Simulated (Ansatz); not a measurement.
**AlNi3: 5 runs along one coordinate**

System: AlNi3 (4 atoms in the cell).
Method: Kohn-Sham DFT of a periodic cell, PBEsol, all-electron LAPW, scalar-relativistic, spin-polarised (Ansatz 0.2.0).

The 5 runs differ only in the geometry, by a strain of the cell at fixed fractional positions. Against run 3, the strain is εzz = η. The structure derives from a Materials Project entry.

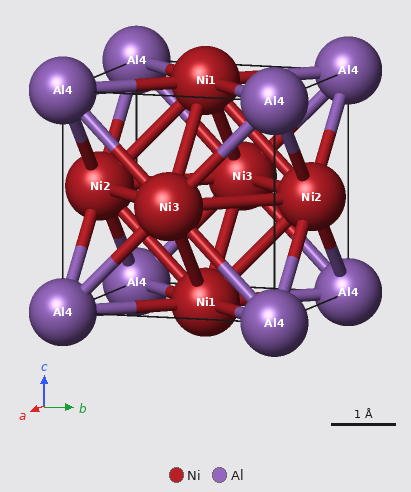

Figure 1. The structure of run 3 (ball-and-stick view of the cell of the calculation, seen slightly off an axis; atoms are numbered from 1 in the order of the input). An atom can appear more than once, as a periodic image.

### Input of run 3
```yaml
crystal:
  lattice:
    - [3.5230547267, 0.0, 0.0]
    - [0.0, 3.5230547267, 0.0]
    - [0.0, 0.0, 3.5230547267]
  atoms:
    - { symbol: Ni, position: [0.5, 0.5, 0.0], spin: 1.0 }
    - { symbol: Ni, position: [0.5, 0.0, 0.5], spin: 1.0 }
    - { symbol: Ni, position: [0.0, 0.5, 0.5], spin: 1.0 }
    - { symbol: Al, position: [0.0, 0.0, 0.0] }
kpoints:
  mp_grid: { grid: [8, 8, 8] }
scf:
  occupations: { method: fermi_dirac, width: 0.05 }
hamiltonian:
  xc: pbesol
  pseudopotentials: { kind: all_electron, lapw: { basis_error: 0.002 } }
magnetization:
  spin_polarized: true
output:
  forces: true
  stress: true
  eigenvalues: true
```

Command:
```bash
ansatz run input.yaml --threads 4 --pin off --max-ram 12288MiB --backend cpu --events-out ev --progress --plain --runs-dir out
```

Run 4 differs from it as follows:
```diff
-    - [0.0, 0.0, 3.5230547267]
+    - [0.0, 0.0, 3.5935158212]
```

### Results, with one run withheld

```csv
run,strain parameter η (%),"free energy per atom, from the lowest run given (meV)",pressure (GPa)
1,−4.0000,13.36,8.30
2,−2.0000,2.77,3.54
3,0.0000,0.00,−0.70
4,2.0000,?,?
5,4.0000,15.45,−7.80
```

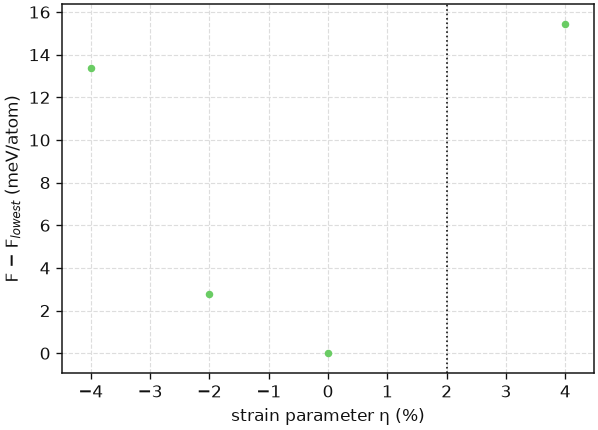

Figure 2. Free energy per atom of the runs given; the dotted line marks run 4.

What should run 4 give?

A quadratic polynomial in the coordinate, fitted to the 4 runs given, misses them by at most 0.18 meV per atom. With x = η + 0.5000, it reads F = −0.044134 − 0.63485 x + 0.90733 x² (meV per atom). At run 4 it gives 4.04 meV per atom, and the run itself gives 4.37. The fit has its minimum at η = −0.1502 %.

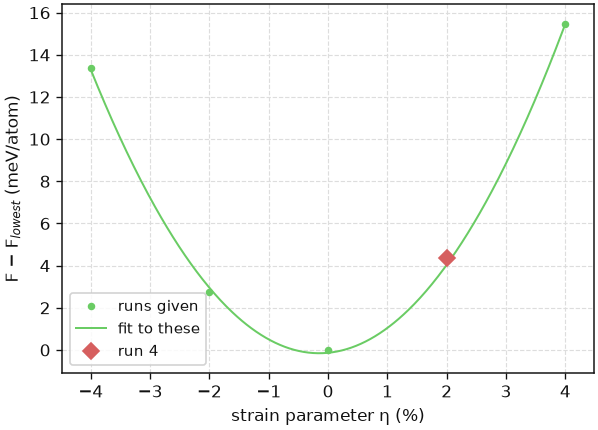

Figure 3. The fit and the withheld run.

### Output, shortened to warnings, some set-up lines, iterations and results (run 4)
```
Basis set: ecut = 286.3486229440841 eV, 469 PW (Γ), exchange–correlation at level 2
Symmetry: 16 space group operations
k-points: 75 of 512
Initial density: superposition of atomic densities (chi_scale 0.1, normalization cell)
[...]
SCF iter   1: F=—  HF=-130641.085313 eV  |F-HF|=—  |Δ(HF+E_count)|=         —  Δρ=3.82e-2 (↑2.70e-2 ↓3.82e-2)  dr2=5.47e-1  dr2_m=3.85e-1  M=0.811 μB ∫|m|=0.964 μB  β_m=0.30  …
SCF iter   2: F=—  HF=-130640.922052 eV  |F-HF|=—  |Δ(HF+E_count)|=   1.63e-1  Δρ=2.64e-2 (↑1.96e-2 ↓2.64e-2)  dr2=2.76e-1  dr2_m=1.90e-1  M=0.802 μB ∫|m|=0.963 μB  β_m=0.62  …
SCF iter   3: F=—  HF=-130641.162741 eV  |F-HF|=—  |Δ(HF+E_count)|=   2.41e-1  Δρ=1.27e-2 (↑7.30e-3 ↓1.27e-2)  dr2=2.68e-1  dr2_m=7.94e-3  M=0.608 μB ∫|m|=0.760 μB  β_m=0.46  …
SCF iter   4: F=—  HF=-130640.723077 eV  |F-HF|=—  |Δ(HF+E_count)|=   4.40e-1  Δρ=2.31e-3 (↑2.23e-3 ↓2.31e-3)  dr2=1.96e-2  dr2_m=8.67e-6  M=0.684 μB ∫|m|=0.850 μB  β_m=0.73  …
SCF iter   5: F=—  HF=-130640.723758 eV  |F-HF|=—  |Δ(HF+E_count)|=         —  Δρ=1.43e-3 (↑1.43e-3 ↓1.43e-3)  dr2=8.12e-3  dr2_m=3.01e-6  M=0.676 μB ∫|m|=0.834 μB  β_m=0.86  …
SCF iter   6: F=—  HF=-130640.725092 eV  |F-HF|=—  |Δ(HF+E_count)|=   1.33e-3  Δρ=1.53e-3 (↑1.24e-3 ↓1.53e-3)  dr2=6.48e-3  dr2_m=2.14e-5  M=0.677 μB ∫|m|=0.831 μB  β_m=0.56  …
SCF iter   7: F=—  HF=-130640.722382 eV  |F-HF|=—  |Δ(HF+E_count)|=   2.71e-3  Δρ=5.20e-4 (↑5.20e-4 ↓4.53e-4)  dr2=9.70e-4  dr2_m=2.77e-6  M=0.675 μB ∫|m|=0.827 μB  β_m=0.71  …
SCF iter   8: F=—  HF=-130640.722111 eV  |F-HF|=—  |Δ(HF+E_count)|=   2.71e-4  Δρ=9.07e-5 (↑7.35e-5 ↓9.07e-5)  dr2=2.12e-5  dr2_m=3.99e-7  M=0.679 μB ∫|m|=0.833 μB  β_m=0.72  …
SCF iter   9: F=—  HF=-130640.722110 eV  |F-HF|=—  |Δ(HF+E_count)|=   1.69e-6  Δρ=4.07e-5 (↑2.21e-5 ↓4.07e-5)  dr2=2.16e-6  dr2_m=1.07e-7  M=0.681 μB ∫|m|=0.835 μB  β_m=0.86  …
SCF iter  10: F=—  HF=-130640.722110 eV  |F-HF|=—  |Δ(HF+E_count)|=   7.06e-7  Δρ=7.90e-6 (↑6.14e-6 ↓7.90e-6)  dr2=3.61e-8  dr2_m=1.21e-8  M=0.681 μB ∫|m|=0.836 μB  β_m=0.90  …
SCF iter  11: F=—  HF=-130640.722110 eV  |F-HF|=—  |Δ(HF+E_count)|=   3.08e-8  Δρ=3.99e-6 (↑2.66e-6 ↓3.99e-6)  dr2=2.61e-8  dr2_m=4.84e-10  M=0.681 μB ∫|m|=0.837 μB  β_m=0.84 …
SCF iter  12: F=—  HF=-130640.722110 eV  |F-HF|=—  |Δ(HF+E_count)|=   1.41e-8  Δρ=1.07e-6 (↑1.03e-6 ↓1.07e-6)  dr2=3.65e-9  dr2_m=1.77e-11  M=0.681 μB ∫|m|=0.837 μB  β_m=0.75 …
SCF iter  13: F=-130640.722110 eV  HF=-130640.722110 eV  |F-HF|=3.61e-9  |Δ(HF+E_count)|=   3.35e-9  Δρ=6.25e-7 (↑3.97e-7 ↓6.25e-7)  dr2=3.30e-10  dr2_m=1.30e-11  M=0.681 μB …
SCF 1 converged in 13 iterations: F = -130640.722110 eV  dr2 = 3.30e-10
SCF converged after 13 iterations
Magnetization: 0.6814 μB (32.8407 up, 32.1593 down)
Absolute magnetization: 0.8367 μB (∫|ρ↑−ρ↓|)
Spin contamination: 0.0115 ħ² per cell (⟨S²⟩ above its minimum at these occupations)
Per-site moments (μB) at R_I (Å): [(0.24185216343753702, 1.2455879253097284), (0.24784208361904447, 1.2455879253097284), (0.24784208361904447, 1.2455879253097284), (-0.020487956435644605, 1.2455879253097284)]
Free energy (F): -130640.722110 eV
Harris-Foulkes:  -130640.722110 eV  (|F-HF|=3.61e-9)
Internal energy: -130640.691315 eV  (E = F + TS)
E sigma→0 (E₀):  -130640.706713 eV
Entropy (-TS):   -0.030795 eV (-7.699 meV/atom)
Fermi energy:    16.689606 eV
--- Per-component energies (eV) ---
  E_band       = -1333.015064
  E_kinetic    = 132621.418343
  E_xc         = -5582.109626
  E_electrostatic = -257680.000033  (all electrons and nuclei)
  E_smearing   = -0.030795  (= −TS)
  E_closure    = 0.000000  (closes the sum)
  E_atoms      = -130611.525176  (free atoms, spherical and without spin; not in F)
  Σ components = -130640.722110   (vs F -130640.722110, Δ=0.00e0)
  Basis errors (estimates in eV, not in F): energy 4.1e-4 per atom: plane waves 3.3e-4 (1.7e-4 summed), levels above the bands 8.2e-101, relativity 2.3e-8, radial functions 8.5e-5, core shells 5.4e-10; eigenvalues (radial functions only) 2.2e-6; not estimated: angular momenta, meshes, grids; target …
--- Forces (eV/Å), atoms counted from 1 ---
  atom   1  Ni     0.00000000    -0.00000000     0.00000000
  atom   2  Ni     0.00000000     0.00000000     0.00000000
  atom   3  Ni     0.00000000     0.00000000     0.00000000
  atom   4  Al    -0.00000000     0.00000000     0.00000000
  max |Σ_I F_I| component: 1.97e-30 eV/Å
--- Stress (GPa, compression-positive) ---
       -3.852871       0.000000       0.000000
        0.000000      -3.852871       0.000000
        0.000000       0.000000      -5.691637
  P = ⅓ Tr σ = -4.4658 GPa (-44.658 kbar)
```
